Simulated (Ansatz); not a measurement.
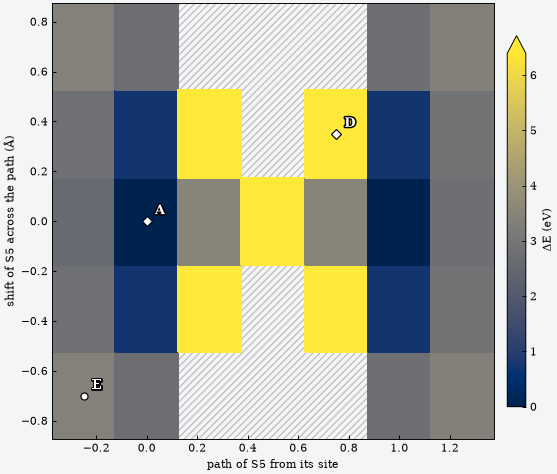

WS₂ (R3m phase) with one S vacancy (11 atoms in the cell, cell charge +2). 
- An atom moved over a plane that holds its own site and a neighbouring vacancy (x along [−1 0 0], y along [1 2 0], z along [0 0 −1] of the conventional cell).
- Coordinates scanned: (1) path of S5 from its site (0) to the vacancy (1), 3.146 Å; (2) shift of S5 across the path, along the Cartesian direction [1 1 0].
- Nothing is relaxed (all other atoms held at the sites of the perfect crystal).
- The scan uses a 7 × 5 grid; 17 points were computed and 10 follow by symmetry. At 8 points there is no value (left out of the scan, as a rule where atoms come close).
- Points are written as (first, second).
- Energies: eV per cell, counted from the lowest grid point.
- The lowest point has no gap; 6 points of the grid have one on the k-mesh. The cell is charged on a uniform background, without a charge correction.
- Computed with DFT PBE+D3(BJ), scalar-relativistic, plane waves, PAW in Ansatz. Settings: cutoff 420 eV, k-mesh 6×6×6, gaussian smearing 0.05 eV, no spin polarisation.

Drawn: one coloured cell a grid point, one colour for all values above the top of the scale, hatched blanks where no value was computed, lettered points.

Is E the lowest point of the computed grid?

No. E lies 3.4 eV above the lowest grid point, which is at (0.00, 0.00 Å) [nearest 3 W at 2.41 Å].

Rank the lettered points by energy, lowest first.

A (0.0 eV), E (3.4 eV), D (7.3 eV).

PAW datasets: the set soft_1.
